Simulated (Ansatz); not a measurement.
Nudged elastic band, with input and output: Sr8Ti8O23 (charge +2) (part 3 of 3)

The same run, continued: Sr8Ti8O23 (defect cell, 39 atoms in the cell, total charge +2); DFT, PBEsol, PAW, plane waves (Ansatz 0.2.0); cutoff 420 eV, 1×1×1 k-mesh, Fermi–Dirac smearing of 0.01 eV. 

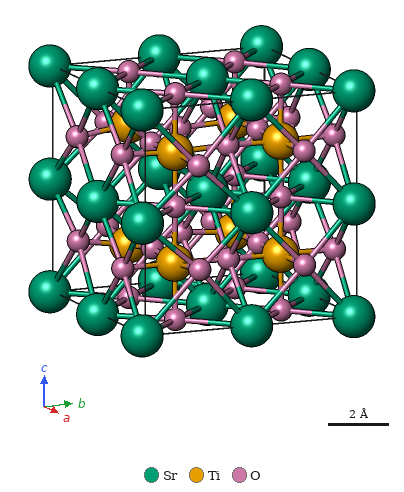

The starting structure (ball-and-stick view of the cell of the calculation, seen slightly off an axis).

**Log, continued**
```
SCF iter   1: F=—  HF=-60718.467279 eV  |F-HF|=—  |Δ(HF+E_count)|=         —  Δρ=4.82e-3  dr2=7.34e-2  ethr=2.26e-5  ⟨swp⟩=6.0  Hψ=864  notcnv=0
preconditioner: auto → Resta (q_TF=auto, 2.547 Å⁻¹)  ε∞=5.7  [insulator: Δε(μ)=2.618 eV  Ē_g=12.035 eV  σ=0.010 eV  W_gap=1.00  n_scr=122 (ndim 8)  ℏωp=26.0 eV  f_vac=0.008  D(μ)=0.00/eV (n_scr^D=0)  ε∞_Penn≈5.7]
SCF iter   2: F=—  HF=-60718.459019 eV  |F-HF|=—  |Δ(HF+E_count)|=   8.26e-3  Δρ=2.72e-3  dr2=2.65e-2  ethr=2.26e-5  ⟨swp⟩=2.0  Hψ=234  notcnv=0
SCF iter   3: F=—  HF=-60718.455388 eV  |F-HF|=—  |Δ(HF+E_count)|=   3.63e-3  Δρ=3.35e-4  dr2=6.04e-4  ethr=8.51e-6  ⟨swp⟩=4.0  Hψ=513  notcnv=0
SCF iter   4: F=—  HF=-60718.454034 eV  |F-HF|=—  |Δ(HF+E_count)|=   1.35e-3  Δρ=1.17e-4  dr2=7.04e-5  ethr=1.93e-7  ⟨swp⟩=2.0  Hψ=293  notcnv=0
SCF iter   5: F=—  HF=-60718.454531 eV  |F-HF|=—  |Δ(HF+E_count)|=   4.96e-4  Δρ=3.15e-5  dr2=6.11e-6  ethr=2.26e-8  ⟨swp⟩=2.0  Hψ=306  notcnv=0
SCF iter   6: F=—  HF=-60718.454533 eV  |F-HF|=—  |Δ(HF+E_count)|=   2.06e-6  Δρ=1.10e-5  dr2=5.49e-7  ethr=1.96e-9  ⟨swp⟩=2.0  Hψ=311  notcnv=0
SCF iter   7: F=-60718.454533 eV  HF=-60718.454533 eV  |F-HF|=8.99e-9  |Δ(HF+E_count)|=   1.54e-7  Δρ=3.61e-6  dr2=6.53e-8  ethr=3.21e-11  ⟨swp⟩=5.0  Hψ=660  notcnv=0
SCF 122 converged in 7 iterations: F = -60718.454533 eV  dr2 = 6.53e-8
  greatest PAW one-centre occupation: 0.999 electrons in one spin orbital (limit 2), on the Ti atom at site 11 (counted from 0), in its partial waves of l = 0
NEB iter  15: max|band force component| = 5.993e-2 eV/Å  barrier→ = 0.4851 eV  barrier← = 0.4850 eV  CI = image 3  CI's point: of a kind that is not told: the force calls were inconclusive, a negative curvature could not be distinguished from the path's own, the only one lies far off the path, or fixed occupations may fill a level only in part  Δτ_max = 0.0000 Å  (245 SCF iters)
```

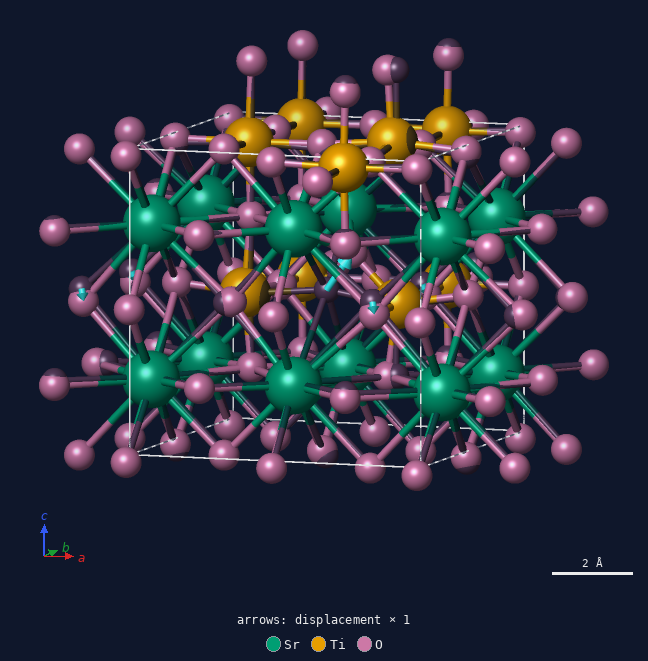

Start (faint) and end (solid) with the displacements as teal arrows, at true length (ball-and-stick view of the cell of the calculation (origin shifted), with bonded neighbours outside it, seen slightly off an axis). The atom that moves furthest is O24 (1.19 Å). Largest moves by element: O 1.19 Å, Ti 0.13 Å, Sr 0.10 Å. The lattice vectors keep their values. Distances before and after: Ti13–O24 2.063 → 3.081 Å, Sr3–O24 2.909 → 3.857 Å, Sr1–O24 2.968 → 3.857 Å, Sr2–O24 2.691 → 2.363 Å. Bonds break: Sr1–O24 (2.97 → 3.86 Å), Sr3–O24 (2.91 → 3.86 Å), Ti13–O24 (2.06 → 3.08 Å). Among the angles that change: O24–Ti9–O28 162.9° → 126.1°, O17–Ti9–O24 99.3° → 126.0°, Sr2–O24–Sr4 97.6° → 120.1°. (Atoms are counted from 1 in the order of the input.)

```
SCF converged after 6 iterations
Free energy (F): -60717.994935 eV
Harris-Foulkes:  -60717.994935 eV  (|F-HF|=2.62e-10)
Internal energy: -60717.994935 eV  (E = F + TS)
E sigma→0 (E₀):  -60717.994935 eV
Fermi energy:    10.900658 eV
--- Per-component energies (eV) ---
  E_band       = -1700.990859
  E_kinetic    = 8165.417947
  E_local      = -19196.629061  (includes V_loc(G=0)·N_el)
  E_nonlocal   = 2761.101442
  E_hartree    = 6741.673057
  E_xc         = -3835.812577
  E_vxc        = -4433.047102  (∫ρ·V_xc dr)
  E_paw        = -32815.323926  (= ΣΔE_a)
  E_vpaw       = -2481.237527  (= ΣTr[D̂ρ^β])
  E_aug_tail   = 0.057413  (compensation charges beyond the density's cutoff)
  E_ewald      = -22541.480707
  E_core_change = 3.001476  (= ΣΔE_core)
  E_smearing   = -0.000000  (= −TS)
  E_closure    = -0.000000  (closes the sum)
  E_deformation_potential = 41.227651  (in the stress; not in F)
  Σ components = -60717.994935   (vs F -60717.994935, Δ=0.00e0)
--- Forces (eV/Å), atoms counted from 1 ---
  atom   1  Sr     0.00300903     0.00193839     0.00333711
  atom   2  Sr     0.00133065     0.00144524     0.00354977
  atom   3  Sr     0.00384824     0.00274122     0.00218059
  atom   4  Sr     0.00433989     0.00186303     0.00250551
  atom   5  Sr     0.00390554     0.00201350     0.00553106
  atom   6  Sr     0.00345654     0.00300031     0.00420763
  atom   7  Sr     0.00233186     0.00316733     0.00477076
  atom   8  Sr     0.00218114     0.00144775     0.00412640
  atom   9  Ti     0.00375948     0.01095194     0.00290310
  atom  10  Ti     0.00526604     0.00799057     0.00633499
  atom  11  Ti     0.02326811     0.01301472     0.01134529
  atom  12  Ti     0.01063079     0.00949772     0.01368533
  atom  13  Ti     0.00170524     0.00294980     0.00842030
  atom  14  Ti     0.00772445     0.00870189     0.00985436
  atom  15  Ti     0.02085976     0.00247107     0.00969366
  atom  16  Ti     0.01517341     0.00766712     0.00438167
  atom  17  O      0.00021476    -0.00219391     0.00184136
  atom  18  O     -0.00843798    -0.00547634    -0.00897907
  atom  19  O     -0.00837714    -0.00403049    -0.00436538
  atom  20  O     -0.00211965    -0.00224257    -0.00749103
  atom  21  O     -0.00087076    -0.00185020    -0.00289158
  atom  22  O     -0.01079052    -0.00209150    -0.00421686
  atom  23  O     -0.00960546    -0.00196775    -0.00108318
  atom  24  O     -0.00060916    -0.00216213    -0.00355312
  atom  25  O     -0.00535700    -0.00555167    -0.00417975
  atom  26  O     -0.01425986    -0.00387278    -0.00458009
  atom  27  O     -0.00684937    -0.00272788    -0.00383244
  atom  28  O     -0.00418809    -0.00546234    -0.00334338
  atom  29  O     -0.00171797    -0.00321735    -0.00560973
  atom  30  O     -0.00987870    -0.00184293    -0.00818762
  atom  31  O     -0.00575222    -0.00553472    -0.00594320
  atom  32  O     -0.00610058    -0.00225461    -0.00380333
  atom  33  O     -0.00082530    -0.00573264    -0.00565310
  atom  34  O     -0.00446038    -0.01014552    -0.00263612
  atom  35  O     -0.00287840    -0.00298613    -0.00657405
  atom  36  O     -0.00030962    -0.00126651    -0.00312928
  atom  37  O     -0.00419190    -0.00482414    -0.00351108
  atom  38  O     -0.00296055    -0.00021970    -0.00309953
  atom  39  O     -0.00244771    -0.00319029    -0.00196768
  max |Σ_I F_I| component: 3.83e-5 eV/Å
--- Band table (eV) ---
  k-point 0: bands = ["-46.3698", "-46.3618", "-46.3138", "-46.2709", "-46.2705", "-46.2262", "-46.1804", "-46.0248", "-22.9592", "-22.9533", "-22.7874", "-22.7847", "-22.7720", "-22.7662", "-22.7601", "-22.7526", "-22.7299", "-22.7217", "-22.7159", "-22.7027", "-22.6859", "-22.6739", "-22.6663", "-22.6611", "-22.6556", "-22.6442", "-22.6160", "-22.6131", "-22.6039", "-22.5921", "-22.5876", "-22.5620", "-22.5453", "-22.5066", "-22.5000", "-22.4894", "-22.4841", "-22.4164", "-22.0294", "-22.0112",
      "-7.7862", "-7.6679", "-7.5707", "-7.4866", "-7.4033", "-7.1586", "-7.0786", "-6.9946", "-6.7600", "-6.7273", "-6.6372", "-6.6120", "-6.5955", "-6.5254", "-6.4923", "-6.4406", "-6.4361", "-6.4233", "-6.3847", "-6.3560", "-6.3144", "-6.2546", "-6.1815", "-4.8020", "-4.7056", "-4.6767", "-4.6438", "-4.6121", "-4.5945", "-4.5714", "-4.5131", "-4.4801", "-4.4736", "-4.4243", "-4.4112", "-4.3990", "-4.3611", "-4.3091", "-4.2738", "-4.2215",
      "-4.1953", "-4.0343", "-4.0085", "-3.9775", "-3.8983", "-3.8467", "-3.4836", "5.3756", "5.4422", "5.4558", "5.4731", "5.4909", "5.5617", "5.6172", "5.6414", "5.7032", "5.7226", "5.7674", "5.8397", "5.8759", "5.8881", "5.9376", "5.9624", "6.0427", "6.1895", "6.2240", "6.4113", "6.4711", "6.5249", "6.5832", "6.5976", "6.6444", "6.7218", "6.7846", "6.8298", "6.8450", "6.8891", "6.9296", "6.9564", "6.9709",
      "7.0200", "7.0668", "7.1304", "7.2025", "7.2900", "7.4008", "7.5581", "7.6003", "7.7364", "7.8334", "8.0167", "8.0484", "8.1195", "8.3061", "8.3310", "8.3727", "8.4288", "8.4732", "8.4923", "8.5159", "8.5328", "8.5519", "8.5972", "8.6272", "8.6949", "8.7605", "8.8199", "8.8298", "8.9272", "8.9759", "9.0670", "9.2193", "9.3519", "9.4078", "9.4517", "9.5483", "12.2530", "12.3332", "12.3702", "12.4140",
      "12.5117", "12.6045", "12.9083", "13.1608", "13.2987", "13.3598", "13.3930", "13.4237", "13.4782", "13.4996", "13.5032", "13.5435", "13.5649", "13.6082", "13.7569", "13.9256", "13.9433", "13.9813", "14.0274", "14.1622", "14.1783", "14.8736", "14.9718", "15.0112", "15.0424", "15.0956", "15.3347", "15.4715", "15.7121", "15.9164", "16.0231", "16.0895", "16.3802", "16.5218", "16.7049"]
--- NEB band (7 images, 15 band iterations, 743 SCF iterations, 127 more in tests of the images' electronic states and relaxations of end points) ---
  forward barrier  = 0.485108 eV
  backward barrier = 0.484953 eV
  lagrangian_above_aufbau_ev (what the smearing adds, to first order; not taken off the barriers): saddle image -0.000000 eV, end points -0.000000 and -0.000000 eV
  climbing image's point = of a kind that is not told: the force calls were inconclusive, a negative curvature could not be distinguished from the path's own, the only one lies far off the path, or fixed occupations may fill a level only in part (lowest curvatures found: -1.23 and 0.19 eV/Å²)
  energies are F+E_penalty+E_count in eV, relative to image 0
  image     s (Å)  Δ vs image 0  max|band force component| (eV/Å)
      0    0.0000      0.000000                                 —
      1    0.4950      0.077829                          2.296e-2
      2    0.9903      0.344371                          3.950e-2
  *   3    1.4849      0.485108                          2.320e-2
      4    1.9919      0.340894                          5.993e-2
      5    2.4985      0.076817                          4.491e-2
      6    3.0049      0.000156                                 —
  climbing-image geometry (image 3):
  cell:  # Å, volume = 471.4234 Å³
    - [7.782821, 0.0, 0.0]
    - [0.0, 7.782821, 0.0]
    - [0.0, 0.0, 7.782821]
  atoms:
    - { symbol: Sr, position: [0.9922022225930108, 0.9873576229182013, 0.993449979378704] }
    - { symbol: Sr, position: [0.9933059532335788, 0.9860229846933227, 0.5052730280195927] }
    - { symbol: Sr, position: [0.9927742859332764, 0.5104006424925215, 0.9923746484895349] }
    - { symbol: Sr, position: [0.9933182237851198, 0.5117550317226961, 0.5070305745900269] }
    - { symbol: Sr, position: [0.5029349332562327, 0.9866860058738294, 0.9927857767981632] }
    - { symbol: Sr, position: [0.505806591033028, 0.9853901464442287, 0.502586493269482] }
    - { symbol: Sr, position: [0.5026826137951871, 0.5093418762775637, 0.9929734051958887] }
    - { symbol: Sr, position: [0.5049137165360505, 0.5111031676709118, 0.504309307166878] }
    - { symbol: Ti, position: [0.2597793944904445, 0.2465837773447479, 0.2407911668678462] }
    - { symbol: Ti, position: [0.23803292234802895, 0.2501750956549963, 0.7682291800251666] }
    - { symbol: Ti, position: [0.24948484733179146, 0.7466690121887011, 0.2465546651680257] }
    - { symbol: Ti, position: [0.24861747286272493, 0.7504313784170749, 0.7446598966521746] }
    - { symbol: Ti, position: [0.7320611583562145, 0.24731326100038928, 0.255886037991528] }
    - { symbol: Ti, position: [0.7452812813979613, 0.24721709072383938, 0.7470557577121711] }
    - { symbol: Ti, position: [0.7520175869939781, 0.7451469909944619, 0.2477752883709449] }
    - { symbol: Ti, position: [0.747869129304328, 0.7472266356172385, 0.7483993112261943] }
    - { symbol: O, position: [0.2223011654172263, 0.25158331986654714, 0.0019154036450880958] }
    - { symbol: O, position: [0.25498559399809045, 0.74840932302795, -0.009305208172996899] }
    - { symbol: O, position: [0.2553379374909849, 0.7507792983735091, 0.49491649552365624] }
    - { symbol: O, position: [0.7544281797733137, 0.252456549785134, 0.01135319164030771] }
    - { symbol: O, position: [0.7515802768770804, 0.2537241124839432, 0.5047182234507996] }
    - { symbol: O, position: [0.7523658445694492, 0.7520223734321504, 0.0016795298133528225] }
    - { symbol: O, position: [0.7507020989367937, 0.7509329491311331, 0.5013903324473237] }
    - { symbol: O, position: [0.1009164074684473, 0.24956750788504584, 0.39961181049539873] }
    - { symbol: O, position: [-0.002429383720150205, 0.2515270489577774, 0.7497892055412813] }
    - { symbol: O, position: [0.007411486883077041, 0.7516472248295516, 0.24659109683197417] }
    - { symbol: O, position: [0.0015527989883534258, 0.7502277527849066, 0.7520074412780602] }
    - { symbol: O, position: [0.4994221033740581, 0.250978072349838, 0.27834302295948904] }
    - { symbol: O, position: [0.49246849923602054, 0.25037562609010544, 0.7487448679091006] }
    - { symbol: O, position: [0.5114053296346449, 0.751042043193204, 0.24895223702410316] }
    - { symbol: O, position: [0.5006687064613894, 0.7512866542950737, 0.7496111763926764] }
    - { symbol: O, position: [0.26550452425135673, 0.0007006482937339503, 0.23555006281623955] }
    - { symbol: O, position: [0.2493745090913939, 0.0064366322150274805, 0.7323146936271817] }
    - { symbol: O, position: [0.2659921785414631, 0.5001342608622169, 0.23906538771709135] }
    - { symbol: O, position: [0.2501071977374704, 0.4932536667555343, 0.7288267784492668] }
    - { symbol: O, position: [0.771522140526716, 0.008390253127233622, 0.2550888428630818] }
    - { symbol: O, position: [0.7488566703160306, 0.0007626327975558127, 0.7541464120470929] }
    - { symbol: O, position: [0.7708391815819753, 0.4959278024271565, 0.2535404546557027] }
    - { symbol: O, position: [0.7479412193138549, 0.5022815270009462, 0.7552100241224051] }
```
